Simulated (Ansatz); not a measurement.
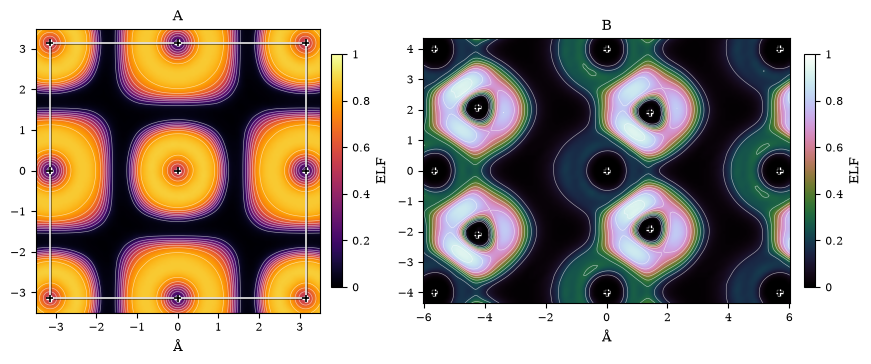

The electron localisation function of 2 systems, each on a plane through atoms (crosses mark nuclei in the plane).

Method: DFT, PBE0, plane waves, PAW (Ansatz 0.2.0).

System 1: KCl, the (001) plane of the conventional cell. Space group Fm-3m; a structure from a database of computed crystals, not necessarily the ambient phase; started from the database structure prototype, which need not be the ambient phase.

```xyz
8
Lattice="6.2898 0.0000 0.0000 0.0000 6.2898 0.0000 0.0000 0.0000 6.2898" Properties=species:S:1:pos:R:3 pbc="T T T"
K     0.0000    0.0000    0.0000
K     3.1449    3.1449    0.0000
K     3.1449    0.0000    3.1449
K     0.0000    3.1449    3.1449
Cl    3.1449    0.0000    0.0000
Cl    0.0000    3.1449    0.0000
Cl    0.0000    0.0000    3.1449
Cl    3.1449    3.1449    3.1449
```

System 2: ZnSnP2, the (11̄0) plane of the conventional cell. Space group I-42d; a structure from a database of computed crystals, not necessarily the ambient phase; started from the database structure prototype, which need not be the ambient phase.

```xyz
16
Lattice="5.6504 0.0000 0.0000 0.0000 5.6504 0.0000 0.0000 0.0000 11.3271" Properties=species:S:1:pos:R:3 pbc="T T T"
Zn    0.0000    2.8252    2.8318
Zn    2.8252    0.0000    8.4954
Zn    0.0000    0.0000    0.0000
Zn    2.8252    2.8252    5.6636
Sn    2.8252    0.0000    2.8318
Sn    0.0000    2.8252    8.4954
Sn    0.0000    0.0000    5.6636
Sn    2.8252    2.8252    0.0000
P     1.2898    1.4126    1.4159
P     4.1150    4.2378    7.0795
P     4.2378    1.5354    4.2477
P     1.4126    4.3607    9.9112
P     1.4126    4.1150    4.2477
P     4.2378    1.2898    9.9112
P     1.5354    1.4126    7.0795
P     4.3607    4.2378    1.4159
```

Match each panel to its system.

Answer. Panel A is system 1, KCl: the plane holds K and Cl. K–Cl (3.14 Å): the ELF is about 0.05 at the midpoint; a closed-shell, largely ionic contact. Panel B is system 2, ZnSnP2: the plane holds Zn, Sn and P. Zn–P (2.38 Å): the ELF peaks at about 0.95 in the valence shell of P, 0.7 Å from its nucleus, and is about 0.65 at the midpoint.
